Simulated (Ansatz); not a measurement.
# Run report: PtSe₂, geometry relaxation (part 1 of 2)

The run: geometry relaxation of PtSe₂ (P-3m1, 3 atoms in the cell). Method and program: DFT PBE+D3(BJ), scalar-relativistic, plane waves, PAW, no spin polarisation (Ansatz 0.2.0).

The structure derives from an entry of the Crystallography Open Database. Figures and captions count atoms from 1; the log counts them from 0 in places.

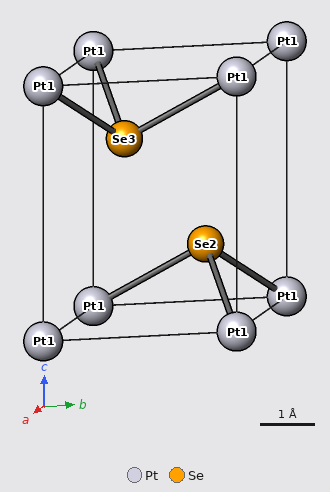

*The input geometry (ball-and-stick view of the cell of the calculation, seen slightly off an axis; atoms are numbered from 1 in the order of the input).*

Near neighbours in the crystal (not all of them lie inside the picture): Pt has 6 Se at 2.53 Å; Se has 3 Pt at 2.53 Å.

Summary

- outcome: converged
- space group (tolerance 0.01 Å): P-3m1 (164)
- electrons treated: 50
- free energy: −23463.7350 eV
- Fermi energy: 13.644 eV
- gap on the k-point mesh: none (metallic)
- pressure: −0.01 GPa
- final volume: 59.41 Å³
- largest force (length of the vector) at the end: 0.001 eV/Å
- final cell: a = 3.771 Å, b = 3.771 Å, c = 4.823 Å, α = 90.00°, β = 90.00°, γ = 120.00°
- hardware: 4 threads of Arm Neoverse V2, 24 GiB of memory available, shared host
- wall time: 23 s (CPU time 89 s)
- peak memory: 0.62 GiB

Notes

Spin–orbit coupling is left out, which matters for Pt.

The input
```yaml
crystal:
  lattice:
    - [3.7644458744, 0.0, 0.0]
    - [-1.8822229372, 3.2601057584, 0.0]
    - [0.0, 0.0, 4.8652984112]
  atoms:
    - { symbol: Pt, position: [0.0, 0.0, 0.0] }
    - { symbol: Se, position: [0.3333333333, 0.6666666667, 0.2644373553] }
    - { symbol: Se, position: [0.6666666667, 0.3333333333, 0.7355626447] }
basis:
  ecutwfc: 420
kpoints:
  mp_grid: { grid: [15, 15, 10] }
hamiltonian:
  xc: pbe
  dispersion: d3bj
scf:
  occupations: { method: gaussian, width: 0.1 }
output:
  forces: true
  stress: true
  eigenvalues: true
  write_density: true
  write_potential: true
  elf: true
  volumetric_format: npy
relax:
  adjacent_minimum: "off"
  f_tol: 0.005
  max_steps: 80
  cell: { stress_tol: 0.05 }
```

Run as:
```bash
ansatz run input.yaml --threads 4 --pin off --max-ram 10240MiB --backend cpu --events-out ev --progress --plain --runs-dir out
```

The program's output
```
Engine: ansatz 0.2.0, aarch64-unknown-linux-gnu
Pseudopotentials: kind: paw
Pseudopotential: Pt, paw, valence charge 18, recommended cutoff 420 eV (normal), Pt.paw.azcp
Pseudopotential: Se, paw, valence charge 16, recommended cutoff 420 eV (normal), Se.paw.azcp
Functional definition: PBE
  parameter kappa = 0.804
  parameter beta = 0.06672455060314922
  exchange = pbe_x(kappa = kappa, mu = beta*pi^2/3)
  correlation = pbe_c(beta = beta)
Crystal: 3 atoms, lattice volume = 59.709 Å³
Basis set: ecut = 420 eV, 1169 PW (Γ), exchange–correlation on 54×54×72 points (8 copies of the dense FFT grid, shifted against one another)
Bands: 30, of which v1, the nominal top of the filled ones, is band 25 counted from 1 (24 counted from 0)
Symmetry: 12 space group operations
Space group: P-3m1 (ITA 164), of the structure as read, at distance tolerance 3.9e-5 Å
k-points: 238 of 2250
Non-local potential: Pt, projectors of the file, l = 0: 3, l = 1: 2, l = 2: 2, l = 3: 1
Non-local potential: Se, projectors of the file, l = 0: 2, l = 1: 2, l = 2: 3, l = 3: 1
PAW form: soft (Blöchl's): semilocal exchange-correlation on the pseudo side does not see the compensation charge
PAW one-centre angular grid: Pt, 590 points (default); XC on 64 Gauss nodes
PAW one-centre angular grid: Se, 590 points (default); XC on 64 Gauss nodes
Initial density: superposition of atomic densities (neutral atoms: chi_scale 0, normalization atom), corrected by the library's trained network
Initial wavefunctions: pseudopotential atomic-orbital guess
Functional: x = pbe(κ = 0.804, μ = 0.2195149727645171), c = pbe(β = 0.06672455060314922)
SCF iter   1: F=—  HF=-23463.732894 eV  |F-HF|=—  |Δ(HF+E_count)|=         —  Δρ=3.12e-3  dr2=5.15e-3  ethr=1.77e-3  ⟨swp⟩=5.3  Hψ=27158  notcnv=0
preconditioner: auto → LDOS  [metal: Δε(μ)=0.020 eV  Ē_g=10.056 eV  σ=0.100 eV  W_gap=0.11  n_scr=22 (ndim 8)  ℏωp=22.5 eV  f_vac=0.023  D(μ)=0.72/eV (n_scr^D=2)  β→1.0]
SCF iter   2: F=—  HF=-23463.734677 eV  |F-HF|=—  |Δ(HF+E_count)|=   1.78e-3  Δρ=1.56e-3  dr2=2.20e-3  ethr=1.03e-5  ⟨swp⟩=2.0  Hψ=11630  notcnv=0
SCF iter   3: F=—  HF=-23463.734298 eV  |F-HF|=—  |Δ(HF+E_count)|=   3.79e-4  Δρ=2.59e-4  dr2=3.42e-5  ethr=4.41e-6  ⟨swp⟩=2.0  Hψ=8755  notcnv=0
SCF iter   4: F=—  HF=-23463.734289 eV  |F-HF|=—  |Δ(HF+E_count)|=   9.01e-6  Δρ=3.18e-5  dr2=3.70e-7  ethr=6.83e-8  ⟨swp⟩=2.0  Hψ=12657  notcnv=0
SCF iter   5: F=—  HF=-23463.734290 eV  |F-HF|=—  |Δ(HF+E_count)|=   4.86e-7  Δρ=9.39e-6  dr2=1.16e-7  ethr=7.40e-10  ⟨swp⟩=2.0  Hψ=12707  notcnv=0
SCF iter   6: F=-23463.734290 eV  HF=-23463.734290 eV  |F-HF|=3.67e-9  |Δ(HF+E_count)|=   2.07e-8  Δρ=2.50e-6  dr2=1.85e-9  ethr=2.00e-10  ⟨swp⟩=10.4  Hψ=45722  notcnv=0
SCF 1 converged in 6 iterations: F = -23463.734290 eV  dr2 = 1.85e-9
  greatest PAW one-centre occupation: 1.000 electrons in one spin orbital (limit 2), on the Pt atom at site 0 (counted from 0), in its partial waves of l = 0
relax step   1: F+E_penalty+E_count = -23463.73428990 eV  Δ(F+E_penalty+E_count) = +0.000e0 eV  max|allowed force component| = 3.968e-3 eV/Å  Δτ_max = 0.0000 Å  P = -0.066 GPa  Ω = 59.709 Å³  (6 SCF iters, dr2 threshold 1.00e-7 eV, accepted)
Crystal: 3 atoms, lattice volume = 59.469 Å³
Initial density: handed on by an earlier stage of this run
Initial wavefunctions: those handed on with the density
iter 1 solved again at ethr=3.36e-7 eV; its pass at ethr=3.10e-3 eV (dr2=1.68e-4 eV) is discarded
SCF iter   1: F=—  HF=-23463.735052 eV  |F-HF|=—  |Δ(HF+E_count)|=         —  Δρ=6.07e-4  dr2=9.64e-5  ethr=3.36e-7  ⟨swp⟩=3.0  Hψ=35843  notcnv=0
preconditioner: auto → LDOS  [metal: Δε(μ)=0.020 eV  Ē_g=10.068 eV  σ=0.100 eV  W_gap=0.11  n_scr=22 (ndim 8)  ℏωp=22.6 eV  f_vac=0.022  D(μ)=0.75/eV (n_scr^D=2)  β→1.0]
SCF iter   2: F=—  HF=-23463.735040 eV  |F-HF|=—  |Δ(HF+E_count)|=   1.18e-5  Δρ=1.51e-4  dr2=1.69e-5  ethr=1.93e-7  ⟨swp⟩=2.0  Hψ=9761  notcnv=0
SCF iter   3: F=—  HF=-23463.735036 eV  |F-HF|=—  |Δ(HF+E_count)|=   4.15e-6  Δρ=4.38e-5  dr2=1.34e-6  ethr=3.37e-8  ⟨swp⟩=2.0  Hψ=12315  notcnv=0
SCF iter   4: F=-23463.735035 eV  HF=-23463.735035 eV  |F-HF|=4.89e-9  |Δ(HF+E_count)|=   3.61e-7  Δρ=7.36e-6  dr2=1.93e-8  ethr=6.00e-10  ⟨swp⟩=9.0  Hψ=61176  notcnv=0
SCF 2 converged in 4 iterations: F = -23463.735035 eV  dr2 = 1.93e-8
relax step   2: F+E_penalty+E_count = -23463.73503531 eV  Δ(F+E_penalty+E_count) = -7.454e-4 eV  max|allowed force component| = 7.911e-3 eV/Å  Δτ_max = 0.0034 Å  P = -0.001 GPa  Ω = 59.469 Å³  energy of the carried Pulay correction = +4.465e-5 eV  (4 SCF iters, dr2 threshold 3.00e-7 eV, accepted)
Crystal: 3 atoms, lattice volume = 59.308 Å³
iter 1 solved again at ethr=1.81e-7 eV; its pass at ethr=3.10e-3 eV (dr2=9.03e-5 eV) is discarded
SCF iter   1: F=—  HF=-23463.735077 eV  |F-HF|=—  |Δ(HF+E_count)|=         —  Δρ=3.75e-4  dr2=6.50e-5  ethr=1.81e-7  ⟨swp⟩=2.4  Hψ=33330  notcnv=0
preconditioner: auto → LDOS  [metal: Δε(μ)=0.005 eV  Ē_g=10.073 eV  σ=0.100 eV  W_gap=0.03  n_scr=22 (ndim 8)  ℏωp=22.6 eV  f_vac=0.021  D(μ)=0.75/eV (n_scr^D=2)  β→1.0]
SCF iter   2: F=—  HF=-23463.735068 eV  |F-HF|=—  |Δ(HF+E_count)|=   9.15e-6  Δρ=2.08e-4  dr2=5.46e-5  ethr=1.30e-7  ⟨swp⟩=2.0  Hψ=12150  notcnv=0
SCF iter   3: F=—  HF=-23463.735054 eV  |F-HF|=—  |Δ(HF+E_count)|=   1.44e-5  Δρ=2.98e-5  dr2=6.86e-7  ethr=1.09e-7  ⟨swp⟩=2.0  Hψ=9246  notcnv=0
SCF iter   4: F=—  HF=-23463.735052 eV  |F-HF|=—  |Δ(HF+E_count)|=   2.30e-6  Δρ=7.51e-6  dr2=2.36e-8  ethr=1.37e-9  ⟨swp⟩=2.2  Hψ=10292  notcnv=0
SCF iter   5: F=-23463.735052 eV  HF=-23463.735052 eV  |F-HF|=1.32e-9  |Δ(HF+E_count)|=   2.95e-9  Δρ=2.07e-6  dr2=2.38e-9  ethr=7.82e-12  ⟨swp⟩=7.4  Hψ=41729  notcnv=0
SCF 3 converged in 5 iterations: F = -23463.735052 eV  dr2 = 2.38e-9
relax step   3: F+E_penalty+E_count = -23463.73505155 eV  Δ(F+E_penalty+E_count) = -1.624e-5 eV  max|allowed force component| = 1.771e-2 eV/Å  Δτ_max = 0.0047 Å  P = +0.017 GPa  Ω = 59.308 Å³  energy of the carried Pulay correction = +7.642e-5 eV  (5 SCF iters, dr2 threshold 3.91e-9 eV, rejected (line search))
Crystal: 3 atoms, lattice volume = 59.415 Å³
iter 1 solved again at ethr=7.65e-8 eV; its pass at ethr=3.10e-3 eV (dr2=3.83e-5 eV) is discarded
SCF iter   1: F=—  HF=-23463.735096 eV  |F-HF|=—  |Δ(HF+E_count)|=         —  Δρ=2.43e-4  dr2=2.86e-5  ethr=7.65e-8  ⟨swp⟩=2.0  Hψ=33004  notcnv=0
preconditioner: auto → LDOS  [metal: Δε(μ)=0.009 eV  Ē_g=10.070 eV  σ=0.100 eV  W_gap=0.05  n_scr=22 (ndim 8)  ℏωp=22.6 eV  f_vac=0.022  D(μ)=0.75/eV (n_scr^D=2)  β→1.0]
SCF iter   2: F=—  HF=-23463.735089 eV  |F-HF|=—  |Δ(HF+E_count)|=   6.84e-6  Δρ=1.43e-4  dr2=2.70e-5  ethr=5.72e-8  ⟨swp⟩=2.0  Hψ=12159  notcnv=0
SCF iter   3: F=—  HF=-23463.735081 eV  |F-HF|=—  |Δ(HF+E_count)|=   7.50e-6  Δρ=1.88e-5  dr2=2.40e-7  ethr=5.40e-8  ⟨swp⟩=2.0  Hψ=9256  notcnv=0
SCF iter   4: F=—  HF=-23463.735077 eV  |F-HF|=—  |Δ(HF+E_count)|=   4.75e-6  Δρ=4.77e-6  dr2=1.02e-8  ethr=4.79e-10  ⟨swp⟩=2.6  Hψ=11250  notcnv=0
SCF iter   5: F=—  HF=-23463.735077 eV  |F-HF|=—  |Δ(HF+E_count)|=   1.00e-9  Δρ=1.33e-6  dr2=1.01e-9  ethr=2.04e-11  ⟨swp⟩=2.0  Hψ=12810  notcnv=0
SCF iter   6: F=-23463.735077 eV  HF=-23463.735077 eV  |F-HF|=1.46e-11  |Δ(HF+E_count)|=  4.73e-11  Δρ=1.45e-7  dr2=1.02e-11  ethr=1.00e-12  ⟨swp⟩=4.5  Hψ=35889  notcnv=0
SCF 4 converged in 6 iterations: F = -23463.735077 eV  dr2 = 1.02e-11
relax step   4: F+E_penalty+E_count = -23463.73507669 eV  Δ(F+E_penalty+E_count) = -4.138e-5 eV  max|allowed force component| = 7.201e-4 eV/Å  Δτ_max = 0.0015 Å  P = -0.008 GPa  Ω = 59.415 Å³  energy of the carried Pulay correction = +5.509e-5 eV  (6 SCF iters, accepted)
Initial wavefunctions: pseudopotential atomic-orbital guess (no wavefunctions were taken with the density)
iter 1 solved again at ethr=9.09e-8 eV; its pass at ethr=3.10e-3 eV (dr2=4.55e-5 eV) is discarded
SCF iter   1: F=—  HF=-23463.734550 eV  |F-HF|=—  |Δ(HF+E_count)|=         —  Δρ=2.73e-4  dr2=9.33e-7  ethr=9.09e-8  ⟨swp⟩=3.0  Hψ=44241  notcnv=0
preconditioner: auto → LDOS  [metal: Δε(μ)=0.008 eV  Ē_g=10.070 eV  σ=0.100 eV  W_gap=0.04  n_scr=22 (ndim 8)  ℏωp=22.6 eV  f_vac=0.022  D(μ)=0.75/eV (n_scr^D=2)  β→1.0]
SCF iter   2: F=—  HF=-23463.735020 eV  |F-HF|=—  |Δ(HF+E_count)|=   4.70e-4  Δρ=4.53e-6  dr2=1.74e-8  ethr=1.87e-9  ⟨swp⟩=2.0  Hψ=9779  notcnv=0
SCF iter   3: F=—  HF=-23463.735020 eV  |F-HF|=—  |Δ(HF+E_count)|=   3.19e-9  Δρ=2.75e-6  dr2=5.32e-9  ethr=3.48e-11  ⟨swp⟩=2.0  Hψ=13095  notcnv=0
SCF iter   4: F=—  HF=-23463.735020 eV  |F-HF|=—  |Δ(HF+E_count)|=   3.71e-9  Δρ=1.09e-6  dr2=7.43e-10  ethr=1.06e-11  ⟨swp⟩=2.0  Hψ=12139  notcnv=0
SCF iter   5: F=—  HF=-23463.735020 eV  |F-HF|=—  |Δ(HF+E_count)|=  2.76e-10  Δρ=2.21e-7  dr2=4.69e-11  ethr=1.49e-12  ⟨swp⟩=2.1  Hψ=12774  notcnv=0
SCF iter   6: F=-23463.735020 eV  HF=-23463.735020 eV  |F-HF|=0.00e0  |Δ(HF+E_count)|=  4.00e-11  Δρ=3.47e-8  dr2=5.40e-13  ethr=1.00e-12  ⟨swp⟩=5.6  Hψ=31527  notcnv=0
SCF 5 converged in 6 iterations: F = -23463.735020 eV  dr2 = 5.40e-13
relax step   5: F+E_penalty+E_count = -23463.73501991 eV  Δ(F+E_penalty+E_count) = +5.678e-5 eV  max|allowed force component| = 7.129e-4 eV/Å  Δτ_max = 0.0000 Å  P = -0.008 GPa  Ω = 59.415 Å³  stress off target by 2.34e-2 GPa  SCF on the basis re-selected at this cell (its energy is not comparable with the rows above)  (6 SCF iters)
```

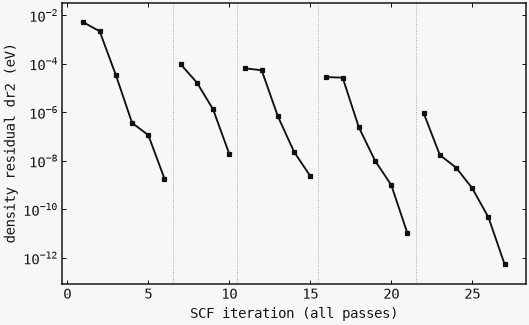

*Convergence of the self-consistent field: density residual dr2 against the SCF iteration. The dotted lines part the SCF passes of the relaxation: geometry steps, rejected trials and re-solves on a re-selected basis.*

The 5 passes take 4 to 6 iterations each, 27 in all.

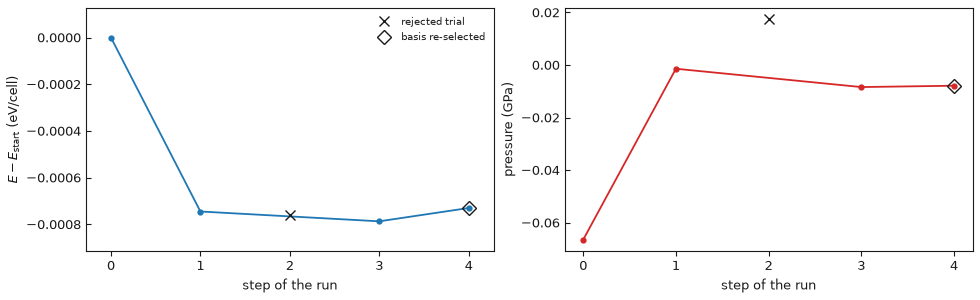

*Progress of the relaxation, step by step (the first geometry is step 0 here and step 1 in the log).*
